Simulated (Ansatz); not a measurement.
System: a slab cut from C (slab content C₂₀), space group C2/m (No. 12).

Structure:
```yaml
crystal:
  lattice:
    - [2.12942, -1.22943, -0.00886]
    - [2.12942, 1.22943, -0.00886]
    - [-1.39503, 0.00000, 3.63240]
  atoms:
    - { symbol: C, position: [0.83335, 0.83335, 0.00004] }
    - { symbol: C, position: [0.16665, 0.16665, 0.99996] }
```

Calculation (Ansatz 0.2.0): spacing and rumpling of the atomic planes of a slab cut from the relaxed bulk cell along the Miller plane (conventional indices), bottom to top, after all atoms relax, plane waves with PAW datasets, Γ-centred k mesh. Level: PBEsol, no spin polarisation.

space group in which the indices count 12; Miller index h 1; Miller index k 0; Miller index l 1; top plane C; bottom plane C; planes 20; surface cell (1, 1); slab thickness as cut 10.71 Å; vacuum 15 Å; surface area 16.55 Å²; surface a 2.459 Å; surface b 6.73 Å; surface angle 90 °; slab atoms 20; wave cutoff 420 eV; k mesh 11×4×1; occupations Gaussian; smearing width 0.05 eV; boundary dipole corrected.

Predict the spacing change of each pair of planes. The cases: 1–2; 2–3; 3–4; 4–5; 5–6; 6–7; 7–8; 8–9; 9–10; 10–11; 11–12; 12–13; 13–14; 14–15; 15–16; 16–17; 17–18; 18–19; 19–20.

The least value, −0.086 Å, is that of 1–2 and 19–20, and the largest, 0.006 Å, that of 6–7, 8–9, 12–13 and 14–15.

```tsv
pair of planes	spacing change (Å)	spacing to next (Å)
1–2	-0.086	0.297
2–3	-0.033	0.732
3–4	-0.025	0.358
4–5	-0.014	0.751
5–6	-0.003	0.380
6–7	0.006	0.771
7–8	0.002	0.384
8–9	0.006	0.771
9–10	0.002	0.385
10–11	0.005	0.770
11–12	0.002	0.385
12–13	0.006	0.771
13–14	0.002	0.384
14–15	0.006	0.771
15–16	-0.002	0.380
16–17	-0.014	0.751
17–18	-0.025	0.358
18–19	-0.032	0.732
19–20	-0.086	0.297
```

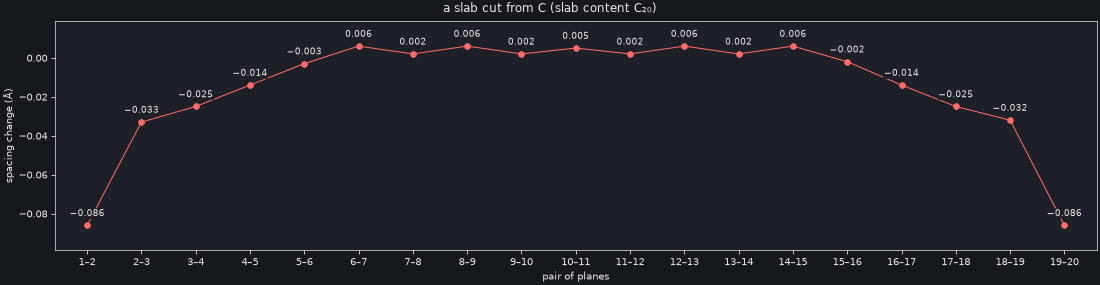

Limits of the calculation: bands overlap; narrow smearing for a metal; xc potential rough in thin density.
